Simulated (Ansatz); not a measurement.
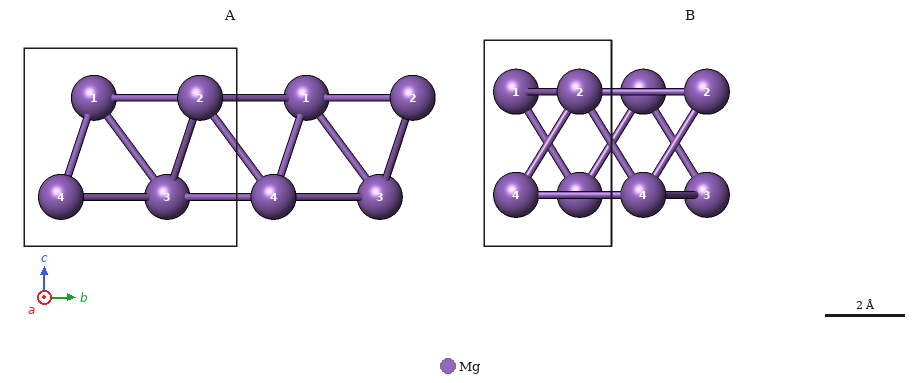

Two geometries of solid Mg (set up in Cmcm), drawn at one scale. One is the start of a relaxation, the other its converged end. The picture is a ball-and-stick view of the conventional cell (2 times the calculation's cell), repeated 1 × 2 × 1 with one cell outlined, seen along the a axis. Lengths and directions refer to the drawn axes.

All numbers below come from Ansatz 0.2.0, DFT PBE, scalar-relativistic, plane waves, PAW. (plane-wave cutoff 420 eV; k-point mesh 8 × 8 × 8; occupations gaussian; smearing width 0.1 eV; no spin polarisation; cell and atoms relaxed; force threshold 0.02 eV/Å; at most 60 steps)

**Which of the two is the end point?**

Structure B is the relaxed one. Case: 2 of 2 Li taken out, relaxed. The largest moves relative to the cell, 0.43 Å, are those of Mg1, Mg2, Mg3 and Mg4. Mg2 goes along [1 −3 0]. The drawn cell changes as follows: a 9.473 → 11.478 Å (+21.2 %), b 5.423 → 3.245 Å (−40.2 %), c 5.055 → 5.263 Å (+4.1 %); the volume changes by −24.5 %. Near-neighbour distances that change, for instance: Mg1–Mg1 5.423 → 3.245 Å, Mg1–Mg3 4.358 → 3.091 Å, Mg1–Mg4 3.120 → 3.740 Å, Mg1–Mg3 (another image) 3.146 → 3.092 Å. Among the angles between lasting bonds that change: Mg2–Mg1–Mg2 118.1° → 62.8°, Mg2–Mg1–Mg2 120.9° → 148.6°, Mg2–Mg1–Mg3 120.7° → 105.9°. The space group (tolerance 0.01 Å) goes from Cmcm (No. 63) to Fmmm (No. 69). The energy falls by 252 meV per atom in 19 accepted moves (21 points after the start). The largest force component goes from 0.066 to 0.00012 eV/Å. The pressure goes from −1.24 to 0.00 GPa. At 2 points the geometry stayed and the basis and grid were re-selected for the new cell (energy shift of 1.7 meV per atom at most each time).
